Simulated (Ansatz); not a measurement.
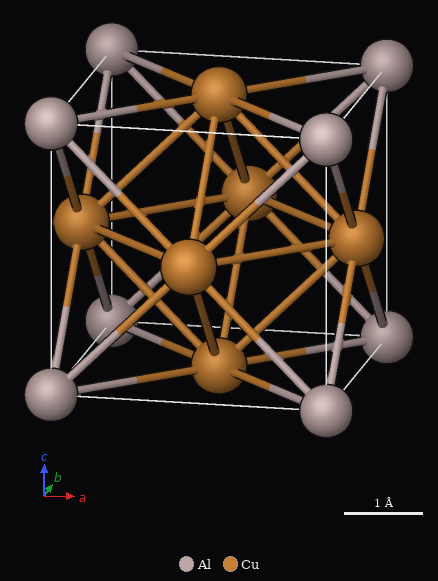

Normal modes of crystalline AlCu₃, space group Pm-3m (No. 221), at the zone centre. A ball-and-stick model of the cell of the calculation, seen slightly off an axis.

The calculation used Ansatz 0.2.0, DFT PBEsol, scalar-relativistic, plane waves, PAW.

The input:
```yaml
crystal:
  lattice:
    - [3.6324202687, 0.0, 0.0]
    - [0.0, 3.6324202687, 0.0]
    - [0.0, 0.0, 3.6324202687]
  atoms:
    - { symbol: Al, position: [0.0, 0.0, 0.0] }
    - { symbol: Cu, position: [0.5, 0.5, 0.0] }
    - { symbol: Cu, position: [0.5, 0.0, 0.5] }
    - { symbol: Cu, position: [0.0, 0.5, 0.5] }
basis:
  ecutwfc: 420
kpoints:
  mp_grid: { grid: [12, 12, 12] }
hamiltonian:
  xc: pbesol
scf:
  occupations: { method: fermi_dirac, width: 0.15 }
output:
  eigenvalues: true
phonons:
  method: dfpt
  eigenvectors: true
```

Command:
```bash
ansatz run input.yaml --threads 1 --pin off --max-ram 3072MiB --backend cpu --events-out ev --progress --plain --runs-dir out
```

The frequencies depend somewhat on the k-mesh and the smearing.

List the optical modes.

The calculation's cell holds 4 atoms, so there are 9 optical modes, in 3 levels. The optical modes span T₂u + 2T₁u. No level is unstable.

| level | symmetry | frequency (cm⁻¹) | activity |
| --- | --- | --- | --- |
| 1 | T₂u | 165 | silent |
| 2 | T₁u | 199 | infrared-active |
| 3 | T₁u | 303 | infrared-active |

The crystal is a metal, so free carriers screen the infrared response.

The displacement patterns (one member of each degenerate set):

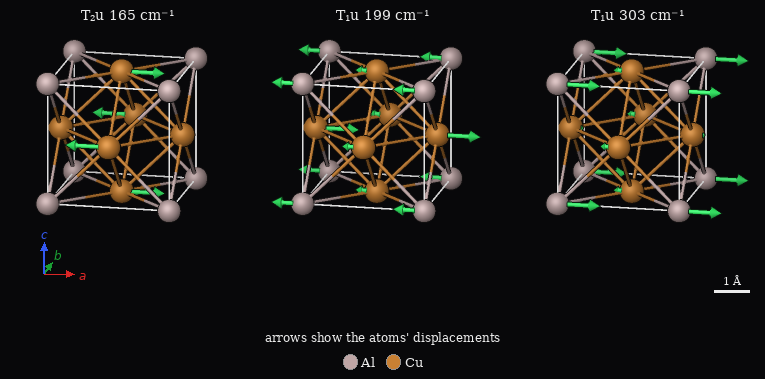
